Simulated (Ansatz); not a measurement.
## Si: single-point calculation

- system: Si (slab, 6 atoms in the cell)
- method: DFT, LDA, plane waves, PAW, no spin polarisation (Ansatz 0.2.0)

Figures and captions count atoms from 1; the log counts them from 0 in places.

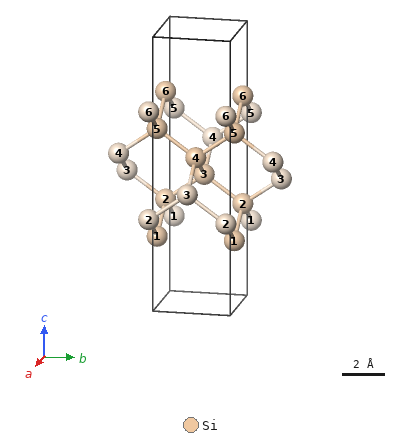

**Figure 1.** The structure as given in the input (ball-and-stick view of the cell of the calculation, with the vacuum cut short, seen slightly off an axis; neighbours outside the cell are drawn fainter; atoms are numbered from 1 in the order of the input). Near neighbours in the crystal (not all of them lie inside the picture): Si has 2 Si at 2.34 Å; Si has 4 Si at 2.34 Å.

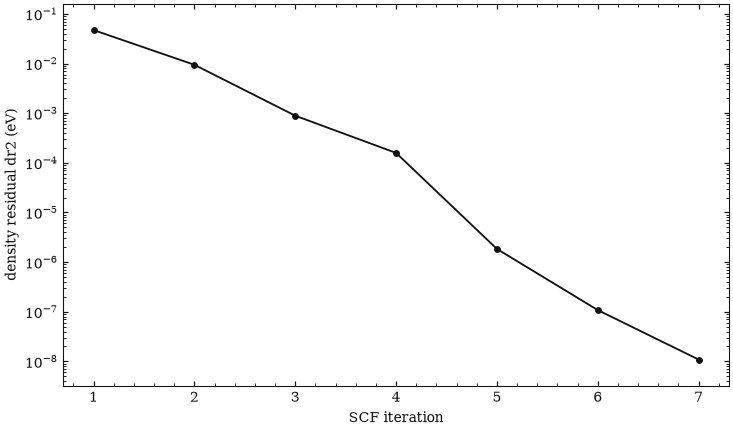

**Figure 2.** Convergence of the self-consistent field: density residual dr2 against the SCF iteration. The residual falls at every step.

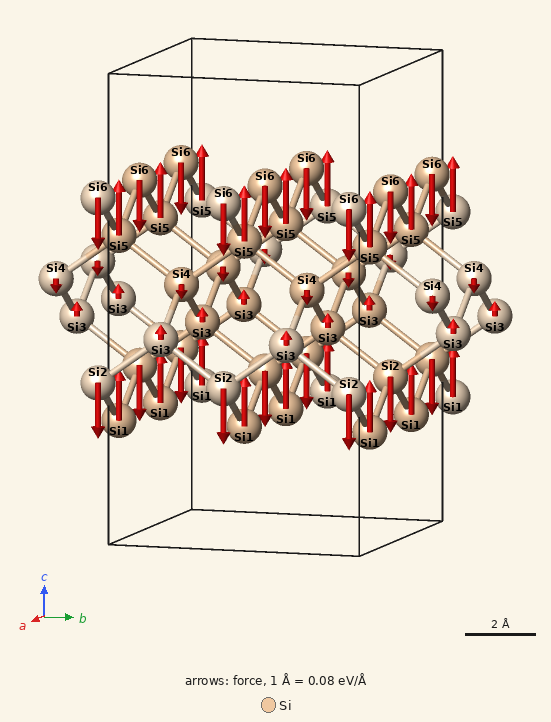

**Figure 3.** Forces on the atoms as red arrows (ball-and-stick view of the 2 × 2 repeat of the cell, with the vacuum cut short, seen slightly off an axis; neighbours outside the cell are drawn fainter; atoms are numbered from 1 in the order of the input). The largest act on Si2, Si5 (0.13 eV/Å); Si1, Si6 (0.12 eV/Å). The geometry is not a stationary point of this energy.

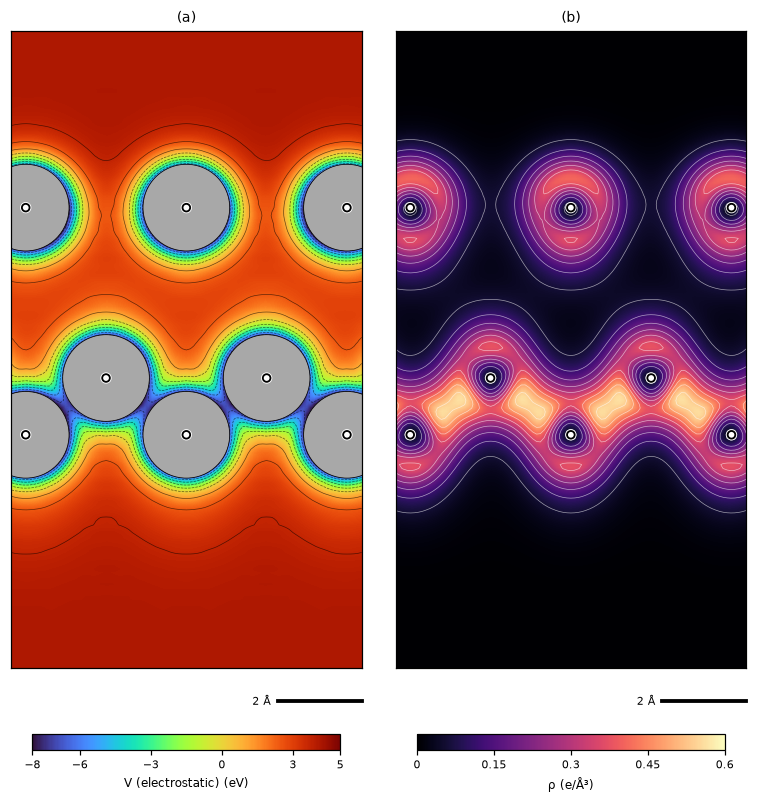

**Figure 4.** (a) electrostatic potential (local pseudopotential plus Hartree) felt by an electron; (b) valence electron density on the (100) plane of the calculation cell, a cut from vacuum to vacuum. Circles mark the nuclei in the plane (Si). Grey discs, where drawn, cover atomic cores. Si–Si (2.34 Å): ρ is about 0.55 e/Å³ halfway, a local maximum along the line. The density dies away to nearly zero in the vacuum. The fields are those of the smooth PAW valence density.

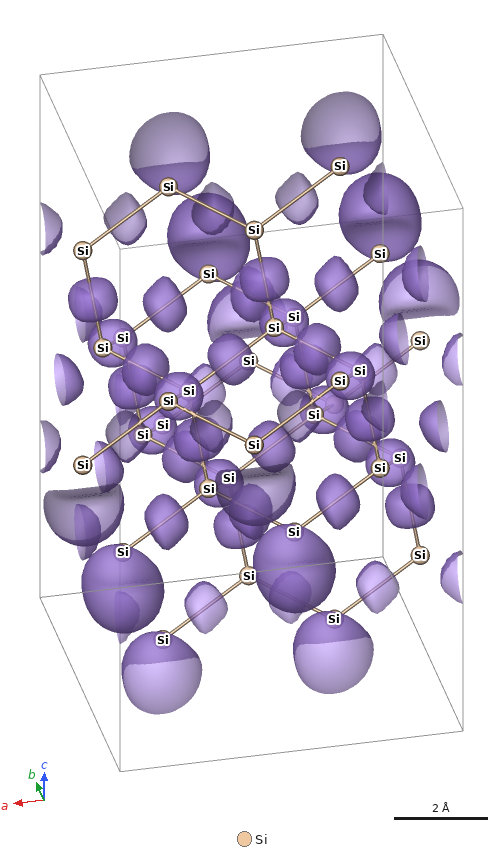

**Figure 5.** Isosurface of the electron localisation function at 0.85 (purple), seen at an oblique angle. Only the valence region is drawn (cores and ρ < 0.01 e/Å³ removed). Sticks mark near contacts. Counts are for one cell; the picture repeats the cell along the surface. Profiles from the grid: Si–Si (2.34 Å): the ELF peaks at about 0.95 between the atoms (a covalent bond).

The input and output of the run follow.

## Input file
```yaml
crystal:
  lattice:
    - [3.8197434381, 0.0, 0.0]
    - [0.0, 3.8197434381, 0.0]
    - [0.0, 0.0, 22.7524]
  atoms:
    - { symbol: Si, position: [0.75, 0.0, 0.3516109022] }
    - { symbol: Si, position: [0.25, 0.0, 0.4109665413] }
    - { symbol: Si, position: [0.25, 0.5, 0.4703221804] }
    - { symbol: Si, position: [0.75, 0.5, 0.5296778196] }
    - { symbol: Si, position: [0.75, 0.0, 0.5890334587] }
    - { symbol: Si, position: [0.25, 0.0, 0.6483890978] }
kpoints:
  mp_grid: { grid: [10, 10, 1] }
scf:
  occupations: { method: fermi_dirac, width: 0.15 }
hamiltonian:
  xc: lda
  pseudopotentials: { kind: paw }
output:
  forces: true
  stress: true
  eigenvalues: true
  populations: true
  write_density: true
  write_potential: true
  elf: true
  volumetric_format: npy
efield:
  axis: 3
  amplitude: 0
  dipole_correction: true
```

Launch command:
```bash
ansatz run input.yaml --threads 2 --pin off --max-ram 4096MiB --backend cpu --events-out ev --progress --plain --runs-dir out
```

## Log
```
band count auto-derived: 19 (N_el = 24.0; filled up to band 12; 18 by the electrons, moments and atoms)
Engine: ansatz 0.2.0, aarch64-unknown-linux-gnu
Pseudopotentials: kind: paw
Pseudopotential: Si, paw, valence charge 4, recommended cutoff 420 eV (normal), Si.paw.azcp
Functional definition: SPW92
  exchange = slater_x
  correlation = pw_c
Crystal: 6 atoms, lattice volume = 331.968 Å³
Basis set: ecut = 420 eV, 6509 PW (Γ)
Bands: 19, of which v1, the nominal top of the filled ones, is band 12 counted from 1 (11 counted from 0)
Symmetry: 4 space group operations
k-points: 36 of 100
Non-local potential: Si, projectors of the file, l = 0: 2, l = 1: 2, l = 2: 2
PAW form: soft (Blöchl's): semilocal exchange-correlation on the pseudo side does not see the compensation charge
PAW frozen core: Si, regenerated for the run's functional, and the local potential with it (the file was generated under x = pbe(κ = 0.804, μ = 0.2195149727645171), c = pbe(β = 0.06672455060314922))
PAW one-centre angular grid: Si, 110 points (default); XC on 64 Gauss nodes
Initial density: superposition of atomic densities (neutral atoms: chi_scale 0, normalization atom), corrected by the library's trained network
Initial wavefunctions: pseudopotential atomic-orbital guess
Functional: x = slater, c = lda
SCF iter   1: F=—  HF=-3647.800580 eV  |F-HF|=—  |Δ(HF+E_count)|=         —  Δρ=2.70e-3  dr2=4.71e-2  ethr=1.77e-3  p=-0.000 e·Å  D=-6.86e-15 V/Å  ΔV_dip=0.00 eV  dr2_dipole=2.21e-7  V_vac-E_F(+/−)=5.51/5.51 eV  ⟨swp⟩=9.1  Hψ=5206  notcnv=0
efield: sawtooth ramp at fractional position 0.9500 (placed from the atoms, in the widest stretch of the axis that holds none; the zero of the levels goes with the place), width 0.1000; the density the first Hamiltonian is built on has a dipole p = -0.000 e·Å; the dipole correction subtracts the counter field D = -6.86e-15 V/Å, which shifts the + side's vacuum level by +0.00 eV against the − side's; the planar-averaged density in the ramp window peaks in size at 3.7e-5 e/Å³
preconditioner: auto → LDOS  [metal: Δε(μ)=0.020 eV  Ē_g=7.242 eV  σ=0.150 eV  W_gap=0.03  n_scr=32 (ndim 8)  ℏωp=10.0 eV  f_vac=0.521  D(μ)=3.82/eV (n_scr^D=10)  β→1.0]
SCF iter   2: F=—  HF=-3647.794870 eV  |F-HF|=—  |Δ(HF+E_count)|=   5.71e-3  Δρ=6.64e-4  dr2=9.41e-3  ethr=1.96e-4  p=-0.000 e·Å  D=-1.22e-5 V/Å  ΔV_dip=0.00 eV  dr2_dipole=6.43e-8  V_vac-E_F(+/−)=5.50/5.50 eV  ⟨swp⟩=1.5  Hψ=1128  notcnv=0
SCF iter   3: F=—  HF=-3647.793980 eV  |F-HF|=—  |Δ(HF+E_count)|=   8.89e-4  Δρ=3.00e-4  dr2=8.88e-4  ethr=3.92e-5  p=0.000 e·Å  D=3.78e-7 V/Å  ΔV_dip=-0.00 eV  dr2_dipole=2.63e-8  V_vac-E_F(+/−)=5.49/5.49 eV  ⟨swp⟩=2.1  Hψ=1003  notcnv=0
SCF iter   4: F=—  HF=-3647.793847 eV  |F-HF|=—  |Δ(HF+E_count)|=   1.33e-4  Δρ=1.25e-4  dr2=1.58e-4  ethr=3.70e-6  p=-0.000 e·Å  D=-2.05e-7 V/Å  ΔV_dip=0.00 eV  dr2_dipole=1.43e-8  V_vac-E_F(+/−)=5.48/5.48 eV  ⟨swp⟩=2.7  Hψ=1202  notcnv=0
SCF iter   5: F=—  HF=-3647.793818 eV  |F-HF|=—  |Δ(HF+E_count)|=   2.89e-5  Δρ=1.70e-5  dr2=1.84e-6  ethr=6.57e-7  p=0.000 e·Å  D=4.17e-7 V/Å  ΔV_dip=-0.00 eV  dr2_dipole=7.59e-10  V_vac-E_F(+/−)=5.48/5.48 eV  ⟨swp⟩=2.5  Hψ=1150  notcnv=0
SCF iter   6: F=—  HF=-3647.793733 eV  |F-HF|=—  |Δ(HF+E_count)|=   8.56e-5  Δρ=3.48e-6  dr2=1.08e-7  ethr=7.65e-9  p=-0.000 e·Å  D=-2.01e-8 V/Å  ΔV_dip=0.00 eV  dr2_dipole=3.73e-12  V_vac-E_F(+/−)=5.48/5.48 eV  ⟨swp⟩=2.1  Hψ=1143  notcnv=0
SCF iter   7: F=-3647.793733 eV  HF=-3647.793733 eV  |F-HF|=2.24e-9  |Δ(HF+E_count)|=   1.98e-8  Δρ=1.17e-6  dr2=1.09e-8  ethr=4.17e-10  p=-0.000 e·Å  D=-2.94e-8 V/Å  ΔV_dip=0.00 eV  dr2_dipole=1.04e-12  V_vac-E_F(+/−)=5.48/5.48 eV  ⟨swp⟩=13.3  Hψ=5911  notcnv=0
SCF 1 converged in 7 iterations: F = -3647.793733 eV  dr2 = 1.09e-8
  greatest PAW one-centre occupation: 0.702 electrons in one spin orbital (limit 2), on the Si atom at site 5 (counted from 0), in its partial waves of l = 0
WARN: The output density's exchange-correlation potential varies sharply where the density is thin. Do not read a vacuum level from v_tot or v_xc, or from such a field of the output density. On a cell that repeats whose density bears no net charge and no dipole along the vacuum's axis use v_es (v_loc + v_h of the components); under efield.dipole_correction with no amplitude use v_es + v_field, which holds any external_charges[].barrier, or the levels of the report's work_function block, which leave it out; under a non-zero efield.amplitude the vacuum is tilted and has no level; on a cell that repeats and bears such a dipole with no correction it is tilted too, and efield.dipole_correction with no amplitude gives each side of its ramp a level where efield: is served; in a cell that repeats whose density bears a net charge (total_charge, or a fill off its count) it is curved and has none; of a slab under crystal.periodic whose density bears no net charge use v_es, which has a level on each side, short of where the two are joined; of another it falls or rises all the way out and has none; of a slab beside external_charges read slab_vacuum_level instead, which it has where they leave it neutral. The grid or the basis barely resolves most such structure, and the values can differ between equally converged runs; as a rule a tighter scf.convergence.dr2_threshold does not remove it. Where the density itself ripples (under the LDA too) a higher basis.ecutwfc lessens it. The files hold the spikes' plane waves up to the density's cutoff. Files: v_tot_of_output_density and the like, and their columns of v_z.tsv (output.write_potential); v_xc_of_output_density and the like, and their columns of v_comp_z.tsv (output.write_potential_components). Measured: with its Gaussian average of σ = 0.25 Å subtracted twice, the exchange-correlation potential is over 0.1 eV at 54 of the grid points where the equally averaged density (valence and model cores) is under 1e-3 e/Å³, and 0.182 eV at the most among them, at an averaged density of 2.5e-5 e/Å³. The input density's (outcome.potential() and, of a run that writes arrays, v_tot and v_xc) is over 0.1 eV, so measured, at 54 points of its own thin density, 0.181 eV at the most. See output.write_potential in the manual, Limitations
SCF converged after 7 iterations
Free energy (F): -3647.793733 eV
Harris-Foulkes:  -3647.793733 eV  (|F-HF|=2.24e-9)
Internal energy: -3647.516839 eV  (E = F + TS)
E sigma→0 (E₀):  -3647.655286 eV
Entropy (-TS):   -0.276894 eV (-46.149 meV/atom)
Fermi energy:    -1.356782 eV
Dipole field:    D = -0.000001 V/Å  (p = -0.000002 e·Å, saw-weighted, corrected)
Work function:   Φ+ = 5.4796 eV   Φ− = 5.4796 eV
Levels:          The Fermi level and band energies are counted from a zero that moves with the ramp; work functions are not
--- Per-component energies (eV) ---
  E_band       = -140.255887
  E_kinetic    = 234.721984
  E_local      = -5711.233678  (includes V_loc(G=0)·N_el)
  E_nonlocal   = 162.861000
  E_hartree    = 2732.771767
  E_xc         = -324.154439
  E_vxc        = -276.433206  (∫ρ·V_xc dr)
  E_paw        = -2915.254013  (= ΣΔE_a)
  E_vpaw       = -15.712525  (= ΣTr[D̂ρ^β])
  E_aug_tail   = 0.000036  (compensation charges beyond the density's cutoff)
  E_efield     = 0.000000  (sawtooth field / dipole correction)
  E_vefield    = 0.000000  (∫n·V_field dr)
  E_ewald      = 2172.264518
  E_core_change = 0.505984  (= ΣΔE_core)
  E_smearing   = -0.276894  (= −TS)
  E_closure    = 0.000000  (closes the sum)
  Σ components = -3647.793733   (vs F -3647.793733, Δ=0.00e0)
--- Forces (eV/Å), atoms counted from 1 ---
  atom   1  Si     0.00000000     0.00000000     0.12215239
  atom   2  Si     0.00000000     0.00000000    -0.13077426
  atom   3  Si     0.00000000     0.00000000     0.03529716
  atom   4  Si     0.00000000     0.00000000    -0.03529707
  atom   5  Si     0.00000000     0.00000000     0.13077547
  atom   6  Si     0.00000000     0.00000000    -0.12215237
  max |Σ_I F_I| component: 1.33e-6 eV/Å
--- Stress (GPa, compression-positive) ---
       -0.478824       0.000000       0.000000
        0.000000      -1.829239       0.000000
        0.000000       0.000000      -0.165370
  P = ⅓ Tr σ = -0.8245 GPa (-8.245 kbar)
--- Band table (eV; the first three rows and the last of 36) ---
  k-point 0: bands = ["-12.8222", "-11.5949", "-9.7769", "-7.4656", "-4.8182", "-3.6951", "-3.6664", "-2.6998", "-2.5095", "-2.1782", "-1.6174", "-0.9609", "-0.1925", "-0.1515", "0.3397", "0.8989", "1.2879", "1.3939", "2.1638"]
  k-point 1: bands = ["-12.7368", "-11.5210", "-9.7622", "-7.4199", "-5.0735", "-3.9087", "-3.6297", "-3.3340", "-2.6543", "-1.8354", "-1.6221", "-1.1805", "0.0367", "0.0631", "0.5154", "0.8221", "1.2287", "1.5711", "2.4542"]
  k-point 2: bands = ["-12.4837", "-11.3081", "-9.7573", "-7.3144", "-5.8238", "-4.4421", "-4.0479", "-3.4390", "-2.5284", "-1.7767", "-1.6546", "-1.5534", "-0.2455", "-0.0837", "0.3425", "1.2856", "1.5961", "2.5169", "2.5671"]
  k-point 35: bands = ["-8.9916", "-8.9916", "-8.8503", "-8.8503", "-7.9333", "-7.9333", "-4.6451", "-4.6451", "-4.3949", "-4.3949", "-1.9970", "-1.9970", "-1.9876", "-1.9876", "1.1712", "1.1712", "1.2721", "1.2721", "3.6686"]
--- Löwdin populations: 6 sites ---
  site symbol       q [e]
     0     Si      3.9548
     1     Si      3.9729
     2     Si      3.9291
     3     Si      3.9291
     4     Si      3.9729
     5     Si      3.9548
  spilling = 0.011929 (of n_electrons = 24.000000)
```

## File populations.tsv
```
# site	symbol	l	j	q
# orbitals = lowdin
# n_electrons = 24.000000
# spilling = 0.011929
0	Si	0_3S	-	1.564356
0	Si	1_3P	-	2.390482
1	Si	0_3S	-	1.196614
1	Si	1_3P	-	2.776325
2	Si	0_3S	-	1.220122
2	Si	1_3P	-	2.708952
3	Si	0_3S	-	1.220122
3	Si	1_3P	-	2.708952
4	Si	0_3S	-	1.196614
4	Si	1_3P	-	2.776325
5	Si	0_3S	-	1.564356
5	Si	1_3P	-	2.390483
```

## File rho_z.tsv
```
# z_ang	rho[e/angstrom^3]
# format = ansatz-planar-average/11
# lattice	3.819743438	0.000000000	0.000000000
# lattice	0.000000000	3.819743438	0.000000000
# lattice	0.000000000	0.000000000	22.752400000
# sites	6
# site	14	2.864807579	0.000000000	7.999991891
# site	14	0.954935860	0.000000000	9.350475134
# site	14	0.954935860	1.909871719	10.700958377
# site	14	2.864807579	1.909871719	12.051441623
# site	14	2.864807579	0.000000000	13.401924866
# site	14	0.954935860	0.000000000	14.752408109
0.000000	3.785801e-8
0.142203	-2.990123e-8
0.284405	3.602248e-8
0.426608	-2.643396e-8
0.568810	3.456895e-8
0.711013	-1.857339e-8
0.853215	3.065824e-8
0.995417	-6.711238e-9
1.137620	3.065726e-8
1.279823	1.418049e-8
1.422025	3.586176e-8
1.564228	4.613100e-8
1.706430	5.981991e-8
1.848633	1.082849e-7
1.990835	1.216556e-7
2.133038	2.202917e-7
2.275240	2.645172e-7
2.417442	4.589310e-7
2.559645	5.893554e-7
2.701847	9.407348e-7
2.844050	1.280092e-6
2.986253	1.986071e-6
3.128455	2.805587e-6
3.270657	4.195305e-6
3.412860	6.028287e-6
3.555063	8.970895e-6
3.697265	1.307955e-5
3.839468	1.923544e-5
3.981670	2.808511e-5
4.123873	4.135036e-5
4.266075	6.073517e-5
4.408278	8.911911e-5
4.550480	1.305995e-4
4.692683	1.917609e-4
4.834885	2.816819e-4
4.977088	4.129409e-4
5.119290	6.046283e-4
5.261493	8.851388e-4
5.403695	1.295370e-3
5.545898	1.891101e-3
5.688100	2.753941e-3
5.830303	4.001746e-3
5.972505	5.800142e-3
6.114707	8.368655e-3
6.256910	1.200602e-2
6.399113	1.711005e-2
6.541315	2.417397e-2
6.683518	3.372276e-2
6.825720	4.621872e-2
6.967923	6.182304e-2
7.110125	7.993637e-2
7.252327	9.854792e-2
7.394530	1.145788e-1
7.536733	1.260831e-1
7.678935	1.339397e-1
7.821138	1.410514e-1
7.963340	1.502804e-1
8.105543	1.630967e-1
8.247745	1.791457e-1
8.389948	1.961756e-1
8.532150	2.103184e-1
8.674352	2.174214e-1
8.816555	2.157263e-1
8.958758	2.075086e-1
9.100960	1.975387e-1
9.243163	1.903714e-1
9.385365	1.888522e-1
9.527568	1.936241e-1
9.669770	2.030570e-1
9.811973	2.134896e-1
9.954175	2.201406e-1
10.096378	2.193652e-1
10.238580	2.112323e-1
10.380783	1.995440e-1
10.522985	1.892887e-1
10.665188	1.843540e-1
10.807390	1.865089e-1
10.949593	1.950767e-1
11.091795	2.070249e-1
11.233998	2.175658e-1
11.376200	2.218035e-1
11.518403	2.175658e-1
11.660605	2.070249e-1
11.802808	1.950767e-1
11.945010	1.865089e-1
12.087213	1.843540e-1
12.229415	1.892888e-1
12.371617	1.995440e-1
12.513820	2.112323e-1
12.656023	2.193652e-1
12.798225	2.201406e-1
12.940428	2.134896e-1
13.082630	2.030570e-1
13.224833	1.936241e-1
13.367035	1.888522e-1
13.509238	1.903714e-1
13.651440	1.975387e-1
13.793643	2.075086e-1
13.935845	2.157263e-1
14.078048	2.174214e-1
14.220250	2.103184e-1
14.362452	1.961755e-1
14.504655	1.791457e-1
14.646858	1.630967e-1
14.789060	1.502804e-1
14.931263	1.410514e-1
15.073465	1.339397e-1
15.215668	1.260831e-1
15.357870	1.145789e-1
15.500073	9.854793e-2
15.642275	7.993638e-2
15.784478	6.182304e-2
15.926680	4.621872e-2
16.068883	3.372276e-2
16.211085	2.417398e-2
16.353288	1.711005e-2
16.495490	1.200602e-2
16.637692	8.368657e-3
16.779895	5.800144e-3
16.922098	4.001748e-3
17.064300	2.753943e-3
17.206502	1.891102e-3
17.348705	1.295371e-3
17.490908	8.851395e-4
17.633110	6.046288e-4
17.775313	4.129414e-4
17.917515	2.816823e-4
18.059718	1.917611e-4
18.201920	1.305997e-4
18.344123	8.911932e-5
18.486325	6.073534e-5
18.628528	4.135043e-5
18.770730	2.808511e-5
18.912933	1.923549e-5
19.055135	1.307960e-5
19.197337	8.970884e-6
19.339540	6.028225e-6
19.481742	4.195283e-6
19.623945	2.805599e-6
19.766148	1.986048e-6
19.908350	1.280033e-6
20.050553	9.407038e-7
20.192755	5.893738e-7
20.334958	4.589269e-7
20.477160	2.644803e-7
20.619363	2.202636e-7
20.761565	1.216811e-7
20.903768	1.082954e-7
21.045970	5.979844e-8
21.188173	4.610215e-8
21.330375	3.588483e-8
21.472577	1.419890e-8
21.614780	3.064461e-8
21.756983	-6.742305e-9
21.899185	3.067312e-8
22.041388	-1.855000e-8
22.183590	3.456241e-8
22.325793	-2.646523e-8
22.467995	3.602735e-8
22.610198	-2.987331e-8
```

## Key numbers

| quantity | value |
| --- | --- |
| outcome | converged |
| electrons treated | 24 |
| free energy | −3647.7937 eV |
| Fermi energy | −1.357 eV |
| largest force (length of the vector) | 0.131 eV/Å |
| hardware | 2 threads of Arm Neoverse V1, 24 GiB of memory available, shared host |
| wall time | 17 s (CPU time 33 s) |
| peak memory | 0.52 GiB |

## Notes

Settings chosen away from the usual ones: kpoints.mp_grid.grid = [10, 10, 1], scf.occupations.method = "fermi_dirac", scf.occupations.width = 0.15. The program warns: the exchange-correlation potential is rough where the density is thin.
